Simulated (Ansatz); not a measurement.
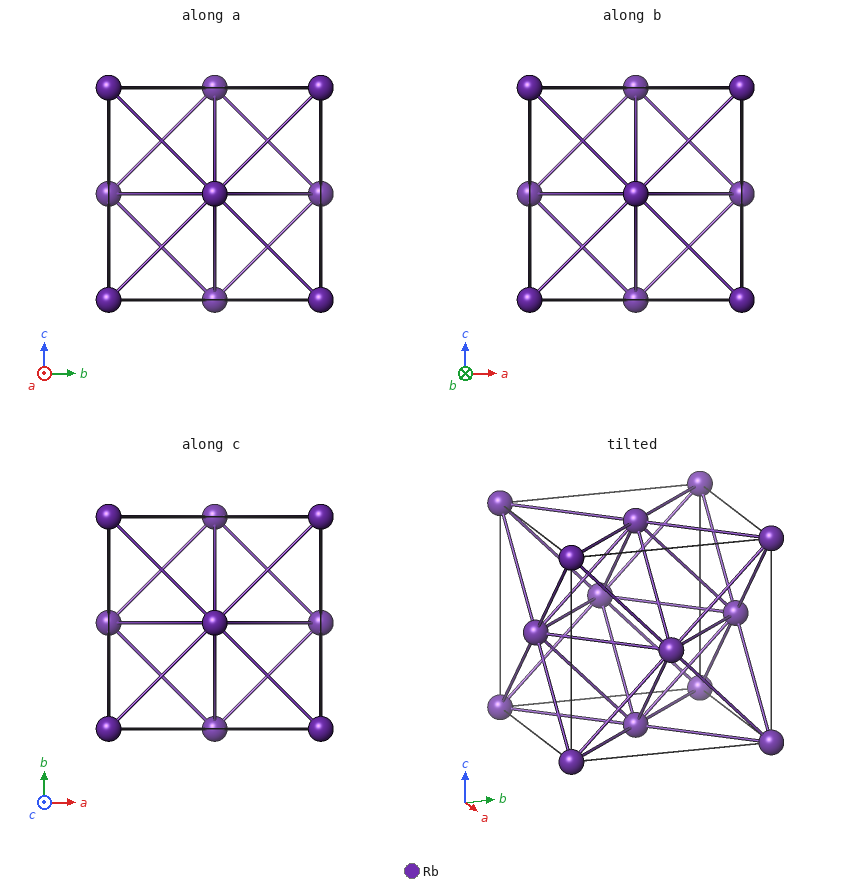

Ball-and-stick drawing of the structure, looking along the a axis, along the b axis, along the c axis and slightly off an axis. Thin lines show the conventional unit cell, with boundary atoms drawn in all their periodic places.

Lattice parameters: a = 7.1516 Å, b = 7.1516 Å, c = 7.1516 Å, α = 90.000°, β = 90.000°, γ = 90.000°.

Question: Convert the drawing into a CIF in P1 with every atom of the cell.

Answer:
```cif
data_structure
_symmetry_space_group_name_H-M 'P 1'
_symmetry_Int_Tables_number 1
_cell_length_a 7.1516
_cell_length_b 7.1516
_cell_length_c 7.1516
_cell_angle_alpha 90.000
_cell_angle_beta 90.000
_cell_angle_gamma 90.000
_cell_volume 365.76
loop_
_atom_site_label
_atom_site_type_symbol
_atom_site_fract_x
_atom_site_fract_y
_atom_site_fract_z
_atom_site_occupancy
Rb1 Rb 0.0000 0.0000 0.0000 1
Rb2 Rb 0.0000 0.5000 0.5000 1
Rb3 Rb 0.5000 0.0000 0.5000 1
Rb4 Rb 0.5000 0.5000 0.0000 1
```

Source of the structure: a structure type filled with this element by a generator (whether the element takes this form wasn't checked). Earlier steps of the study may have refined or changed the cell and positions. Ansatz was used for an electronic-structure calculation on it.
